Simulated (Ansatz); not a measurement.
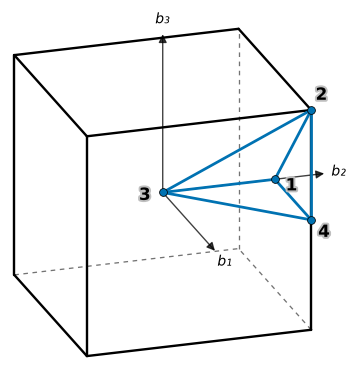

For BaTiO3, the geometry relaxed with DFT, PAW plane waves, r2scan (Ansatz 0.2.0): the first Brillouin zone of a simple cubic lattice (cP; extended symbol cP2) is drawn with its special points numbered. Geometry calculated from the standardised cell; symmetry tolerance 0.002 Å.

a = 4.536 Å, b = 4.536 Å, c = 4.536 Å, α = 90.00°, β = 90.00°, γ = 90.00°.

Labels and path follow the convention of Hinuma et al. (2017), as computed by seekpath; the arrows show the directions of the reciprocal primitive vectors b₁, b₂, b₃, in which coordinates are given.

Q: Which special point is each number?

A:
```
no.  label      coordinates
  1      X      (0, 1/2, 0)
  2      R  (1/2, 1/2, 1/2)
  3      Γ        (0, 0, 0)
  4      M    (1/2, 1/2, 0)
```

Ba sits on the octahedral site here and Ti on the 12-fold one, the reverse of the real perovskite.
